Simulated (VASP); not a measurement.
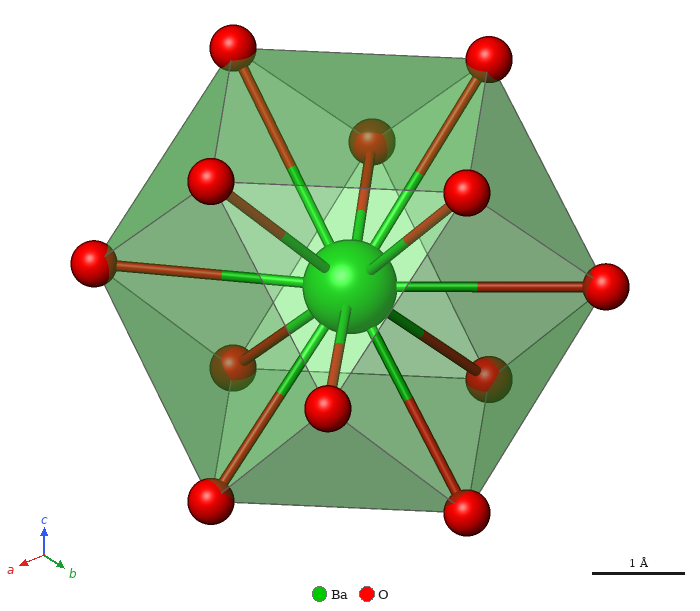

Coordination of Ba in BaTiO3 (P4mm). The shape measure S (0 to 100) is the computed least-squares distance from an ideal polyhedron; S = 0 means ideal. Source: the geometry relaxed with VASP Kohn-Sham DFT of a periodic cell, r2SCAN, VASP PAW PBE potentials, recommended in VASP 6.6.1.

Name the coordination polyhedron and say how regular it is.

Answer. BaO12: an essentially ideal cuboctahedron (coordination number 12, S = 0.04; next best icosahedron, S = 5.3).

How long are the bonds?

Answer. 4 × Ba–O 2.81 Å, 4 × Ba–O 2.82 Å and 4 × Ba–O 2.92 Å. The next neighbour, not counted, lies at 3.45 Å.
